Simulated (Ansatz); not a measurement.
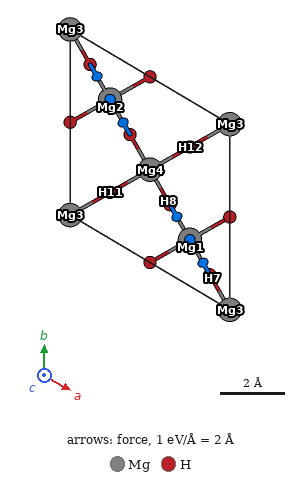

Starting geometry of a crystal of MgH2 (a generated structure, set up in Cmme) (coarse preliminary run) with the computed forces as blue arrows. The picture is a ball-and-stick view of the cell of the calculation, seen along the c axis.

All numbers below come from DFT PBE, scalar-relativistic, plane waves, PAW in Ansatz.

The input:
```yaml
crystal:
  lattice:
    - [2.89798218, -5.08965346, 0.0]
    - [2.89798218, 5.08965346, 0.0]
    - [0.0, 0.0, 5.48799258]
  atoms:
    - { symbol: Mg, position: [0.75, 0.25, 0.35540738] }
    - { symbol: Mg, position: [0.25, 0.75, 0.64459262] }
    - { symbol: Mg, position: [0.0, 0.0, 0.0] }
    - { symbol: Mg, position: [0.5, 0.5, 0.0] }
    - { symbol: H, position: [0.0, 0.5, 0.5] }
    - { symbol: H, position: [0.5, 0.0, 0.5] }
    - { symbol: H, position: [0.875, 0.125, 0.17770369] }
    - { symbol: H, position: [0.625, 0.375, 0.17770369] }
    - { symbol: H, position: [0.125, 0.875, 0.82229631] }
    - { symbol: H, position: [0.375, 0.625, 0.82229631] }
    - { symbol: H, position: [0.25, 0.25, 0.0] }
    - { symbol: H, position: [0.75, 0.75, 0.0] }
basis:
  ecutwfc: 420
kpoints:
  mp_grid: { grid: [4, 4, 4] }
hamiltonian:
  xc: pbe
scf:
  occupations: { method: gaussian, width: 0.1 }
  lower_state_search: "off"
output:
  forces: true
  stress: true
  eigenvalues: true
relax:
  adjacent_minimum: "off"
  f_tol: 0.04
  max_steps: 70
  cell: { stress_tol: 0.4 }
```

Command:
```bash
ansatz run input.yaml --threads 1 --pin off --max-ram 2560MiB --backend cpu --events-out ev --progress --plain --runs-dir out
```

Q: What follows when this structure is relaxed?

A: It isn't relaxed: the largest force vector, on H atoms, is 0.54 eV/Å. The final displacements follow the starting forces only in part (cosine between the two patterns 0.59). The largest moves relative to the cell, 0.16 Å, are those of H7, H8, H9 and H10. H10 goes roughly along [1 0 −3]. Largest moves by element: H 0.16 Å, Mg 0.03 Å. The drawn cell changes as follows: a = b 5.857 → 6.832 Å (+16.7 %), c 5.488 → 6.111 Å (+11.4 %), γ 120.7° → 118.9°; the volume changes by +54.2 %. Near-neighbour distances that change, for instance: Mg3–H11 1.449 → 1.736 Å, Mg1–H5 1.652 → 1.935 Å, Mg3–H7 1.603 → 1.880 Å, Mg1–H7 1.603 → 1.805 Å. Bond angles that change, for instance: H9–Mg2–H10 105.1° → 115.1°, Mg1–H7–Mg3 180.0° → 171.4°, H5–Mg2–H6 122.6° → 127.6°. The space group stays Cmme (No. 67). Over 5 accepted moves (7 points after the start) the energy falls by 378 meV per atom. Largest force component: 0.45 eV/Å at the start, 0.01 eV/Å at the end. Pressure: 20.68 GPa at the start and 0.03 GPa at the end. The SCF was repeated twice at an unchanged geometry on a basis and grid sized afresh for the cell, which shifted the energy by 13.3 meV per atom at most.
